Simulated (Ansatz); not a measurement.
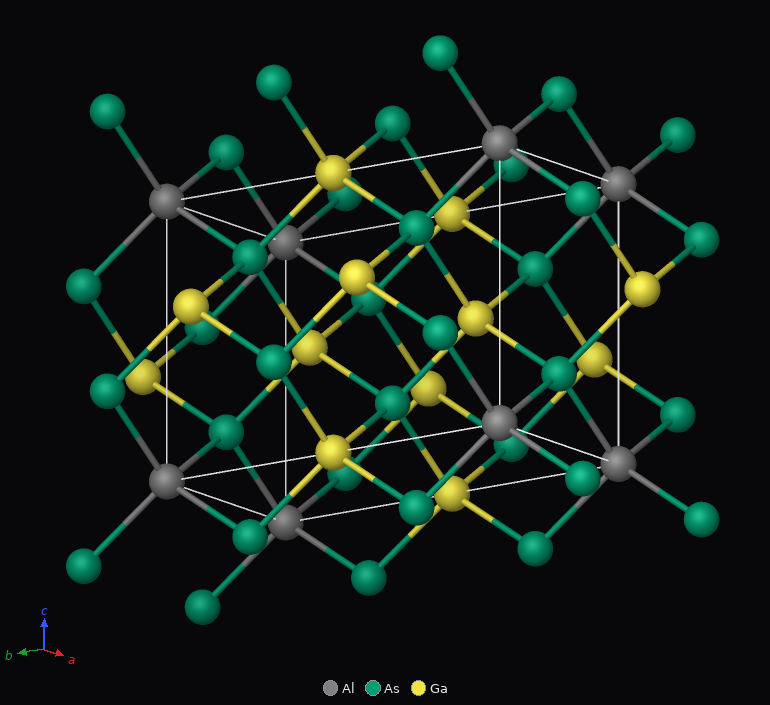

A ball-and-stick picture of a crystal structure, seen from a general direction. The lines enclose the simulation cell; boundary atoms appear with their images. Atoms just outside the outline that bond to atoms inside are added.

The calculation's input:
```yaml
crystal:
  lattice:
    - [4.0125823665, 0.0, 0.0]
    - [0.0, 8.0207499128, 0.0]
    - [0.0, 0.0, 5.6643204785]
  atoms:
    - { symbol: Al, position: [0.0, 0.0, 0.000949348] }
    - { symbol: As, position: [0.5, 0.0, 0.2499443653] }
    - { symbol: Ga, position: [0.5, 0.2505425162, 0.500042202] }
    - { symbol: As, position: [0.0, 0.2498761077, 0.7502315702] }
    - { symbol: Ga, position: [0.0, 0.5, -0.0006974922] }
    - { symbol: As, position: [0.5, 0.5, 0.2492562344] }
    - { symbol: Ga, position: [0.5, 0.7494574838, 0.500042202] }
    - { symbol: As, position: [0.0, 0.7501238923, 0.7502315702] }
kpoints:
  mp_grid: { grid: [6, 4, 4] }
  band_path:
    path:
      - [0.0, 0.0, 0.0]
      - [0.5, 0.0, 0.0]
      - [0.5, 0.5, 0.0]
      - [0.0, 0.5, 0.0]
      - [0.0, 0.0, 0.5]
      - [0.5, 0.0, 0.5]
      - [0.5, 0.5, 0.5]
      - [0.0, 0.5, 0.5]
    npoints: 1
hamiltonian:
  xc: pbe
scf:
  occupations: { method: fermi_dirac, width: 0.02 }
  n_extra_bands: 12
magnetization:
  noncollinear: true
  spin_orbit: true
output:
  forces: true
  stress: true
  eigenvalues: true
  write_density: true
  write_potential: true
  elf: true
  volumetric_format: npy
```
Run as:
```sh
ansatz run input.yaml --threads 4 --pin off --max-ram 6451MiB --backend cpu --events-out ev --progress --plain --runs-dir out
```

Run with DFT, PBE with spin-orbit coupling, plane waves, PAW (Ansatz) and these settings: wavefunction cutoff 420 eV, 6×4×4 k-mesh, Fermi-Dirac smearing of 0.02 eV, no moments seeded, so the run stays non-magnetic, spinor wavefunctions.

> What is the band gap, if any?

A semiconductor at this level, with a gap of 0.70 eV, direct.

> What is the computed pressure?

The computed pressure is 2.5 GPa (compressed: it would expand).

Its origin is a structure type filled with these elements by a generator (whether the compound takes this form wasn't checked). Earlier steps of the study, as a rule a relaxation of our own, may have changed the cell and positions, so they can lie some per cent off the listed ones. A calculation with Ansatz used it as input.
